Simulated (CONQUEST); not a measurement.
## Band-structure run, with input and output: Zr

System: Zr (P6₃/mmc, 4 atoms in the cell).
Method: Kohn-Sham DFT of a periodic cell, WC, PseudoDojo NC PBEsol, no spin polarisation (CONQUEST 1.3).

The structure derives from an entry of the Crystallography Open Database.

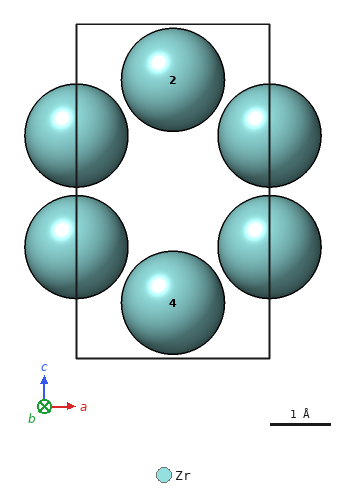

Fig. 1: The input geometry (spheres-only view of the cell of the calculation, along the b axis; atoms are numbered from 1 in the order of the input).

## Input
```
IO.Title Zr
IO.Coordinates coords.dat
IO.FractionalAtomicCoords T
IO.Iprint 2
IO.Iprint_init 1
General.NumberOfSpecies 1
General.PseudopotentialType hamann
General.DistanceUnits A
General.FunctionalType 104
General.DifferentFunctional T
AtomMove.TypeOfRun static
AtomMove.FullStress T
Grid.GridCutoff 200
DM.SolutionMethod diagon
Diag.MPMesh F
Diag.kT 0.00367493
minE.SCTolerance 1e-6
SC.MaxIters 100
SC.MaxPulay 12
minE.SelfConsistent F
General.LoadRho T
Diag.KspaceLines T
Diag.NumKptLines 12
Diag.NumKpts 8
IO.writeDOS T
%block ChemicalSpeciesLabel
1 91.220 Zr
%endblock
%block Diag.KpointLines
0.000000 0.000000 0.000000
0.500000 0.000000 0.000000
0.500000 0.000000 0.000000
0.500000 0.500000 0.000000
0.500000 0.500000 0.000000
0.000000 0.500000 0.000000
0.000000 0.500000 0.000000
0.000000 0.000000 0.000000
0.000000 0.000000 0.000000
0.000000 0.000000 0.500000
0.000000 0.000000 0.500000
0.500000 0.000000 0.500000
0.500000 0.000000 0.500000
0.500000 0.500000 0.500000
0.500000 0.500000 0.500000
0.000000 0.500000 0.500000
0.000000 0.500000 0.500000
0.000000 0.000000 0.500000
0.000000 0.500000 0.000000
0.000000 0.500000 0.500000
0.500000 0.000000 0.500000
0.500000 0.000000 0.000000
0.500000 0.500000 0.000000
0.500000 0.500000 0.500000
%endblock
```

Command:
```bash
Conquest (self-consistent run, then this one in the same folder)
```

## The program's output
```
Simulation cell dimensions:     3.2320 A  x     5.1470 A  x     5.5980 A

      Atomic coordinates (A )
         Atom         X         Y         Z  Species
            1    0.0000    7.2948    3.5262        1
            2    3.0538    7.2948    8.8156        1
            3    0.0000    2.4316    7.0524        1
            4    3.0538    2.4316    1.7631        1
    Using
        This calculation includes non-local pseudopotentials,
         with a maximum core radius of      8.21534024

    Job title: Zr
    Job to be run: static calculation

    Ground state search:
      Support functions represented with PAO basis
      1:1 PAO to SF mapping
      Non-spin-polarised electrons
      Solving for the K matrix using diagonalisation
      Using Fermi-Dirac smearing

    Integration grid size:     40 x   64 x   72

    Integration grid spacing:  0.081 A  x 0.080 A  x 0.078 A

    Number of species:  1
    --------------------------------------------------------
    |   #  mass (au)  Charge (e)  SF Rad (A )  NSF  Label  |
    --------------------------------------------------------
    |   1     91.220      12.000        4.444   19  Zr     |
    --------------------------------------------------------

    The functional used will be GGA WC

           radial cut-off to be used is taken to be max PAO cut-off radius for this species:    8.215340

           greatest ang. mom. for making density from PAOs:  2
    Minimum blocs/proc is     2880. Maximum blocs/proc is     2880
    set_atom_dens: In set_atomic_density, electrons :      48.000000000000
 matrix_size & matrix_size_padH =           76          76

    Screened ion int: energy:    -146.338659171338 Ha

          Harris-Foulkes Energy            :      -202.556653333999122 Ha
          GroundState Energy (E-(1/2)TS)   :      -202.559370943236672 Ha
          Free Energy (E-TS)               :      -202.562088552474194 Ha
          DFT Total Energy                 :      -202.563435739552318 Ha
          Total number of electrons        :        48.000134625720598
      | Number of electrons      =        48.000135
      |* band energy as 2Tr[K.H] =       -50.609777935397936 Ha
      |  screened ion-ion energy =      -146.338659171337895 Ha
      |  Ha correction           =         1.216144914378372 Ha
      |  XC correction           =        -6.824361141641671 Ha
      | GS Energy as E-(1/2)TS   =      -202.559370943236672 Ha
      | Free Energy as E-TS      =      -202.562088552474194 Ha
      |* Harris-Foulkes energy   =      -202.556653333999122 Ha
      |* DFT total energy        =      -202.563435739552318 Ha
      |  estimated accuracy      =         0.006782405553196 Ha
    get_E_and_F: Change in energy during last step of electronic optimisation:  0.00000E+00

    BIBLIOGRAPHY: Please consider citing the following references in the conquest.bib file

    CONQUEST:         Bowler2002pt, Miyazaki2004, Nakata2020
    Basis:            Bowler2019
    DM:               Bowler:2006xr
    Pseudopotentials: Hamann2013, Bowler2019
    XC functional:    Wu2006

    Warnings written to file Conquest_warnings; please check
```

## File coords.dat
```
    3.2320000000     0.0000000000     0.0000000000
    0.0000000000     5.1470000000     0.0000000000
    0.0000000000     0.0000000000     5.5979882100
4
  0.0000000000   0.7500000000   0.3333333330 1 T T T
  0.5000000000   0.7500000000   0.8333333330 1 T T T
  0.0000000000   0.2500000000   0.6666666670 1 T T T
  0.5000000000   0.2500000000   0.1666666670 1 T T T
```

## Results in brief

| quantity | value |
| --- | --- |
| outcome | converged |
| space group (tolerance 0.01 Å) | P6₃/mmc (194) |
| electrons treated | 48 |
| Fermi energy of the self-consistent step | −6.652 eV |
| gap on the band path | 0.00 eV |
| hardware | 1 thread of AMD EPYC (Zen 5), 16 GiB of memory available, shared host |
| wall time | 8.6 s |
| peak memory | 1.1 GiB |

## Remarks

Settings chosen away from the usual ones: SC.MaxPulay set to 12. Further notes kept with the run: read_and_write: Functional in input file differs to pseudopotential but proceeding: 104 -116133. Points of doubt noted for this run: output prints bohr positions as angstrom; potential of other functional.
